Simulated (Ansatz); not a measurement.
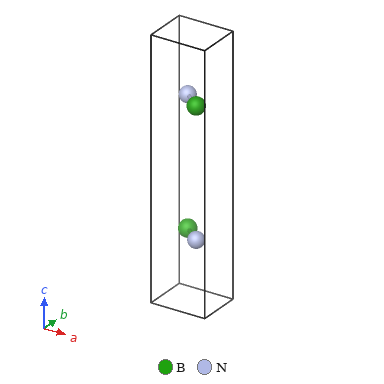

System: substitution (removed N, added B) in BN. The picture shows the cell.

The given structure:
```
CELL_PARAMETERS angstrom
2.51220 0.00000 0.00000
-1.25610 2.17560 0.00000
0.00000 0.00000 8.34320
ATOMIC_POSITIONS crystal
B 0.33333 0.66667 0.25000
B 0.66667 0.33333 0.75000
N 0.33333 0.66667 0.75000
N 0.66667 0.33333 0.25000
```

Method: charge states of a point defect in a periodic supercell, each relaxed, energies over the elements' standard states with the Fermi level at the host's valence band top, point-charge and potential alignment terms added, no band filling term, levels over that top; plane waves with PAW datasets; energies extrapolated to zero smearing (Ansatz 0.2.0). Level: PBE, allowed.

```csv
setting,value
host atoms in supercell,48
wave cutoff,420 eV
k mesh,2×2×2
occupations,Gaussian
smearing width,0.01 eV
k shift,"(0, 0, 0) (mesh steps)"
start displacement,0 Å
defect kind,substitution
removed element,N
added element,B
defect place,"(0.3333, 0.6667, 0.75) (fraction of the host cell vector)"
host gap,4.399 eV
static dielectric xx yy zz,"(5.47, 5.47, 2.14)"
```

Predict the formation energy of each charge state against the Fermi level.

The stable charge changes at 2.95 eV (0/−1) above the valence band top. The lowest state is 0 at the valence band top, 0 at mid-gap and −1 at the conduction band bottom, 4.40 eV higher. With the Fermi level at mid-gap the formation energy is 7.0 eV against the elements' standard states.

```json
{"charge": "0", "formation energy with the Fermi level at the valence band top (eV)": "7.04"}
{"charge": "-1", "formation energy with the Fermi level at the valence band top (eV)": "9.99"}
{"charge": "-2", "formation energy with the Fermi level at the valence band top (eV)": "14.95"}
```

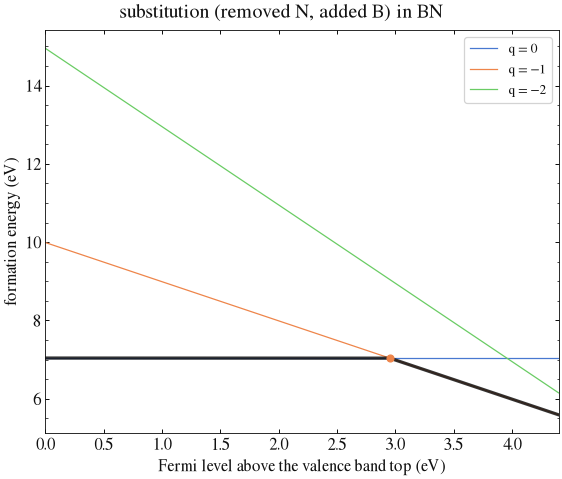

The thick line follows the lowest charge state; the axis spans the host's computed gap.

Limits of the calculation: a crossing between the sampled k points may be missed; charged cell in a neutralising background; coarse k mesh; fractional moment from partly filled bands; narrow smearing for a metal; potential alignment in doubt; small supercell; symmetry that the supercell leaves at the site kept.
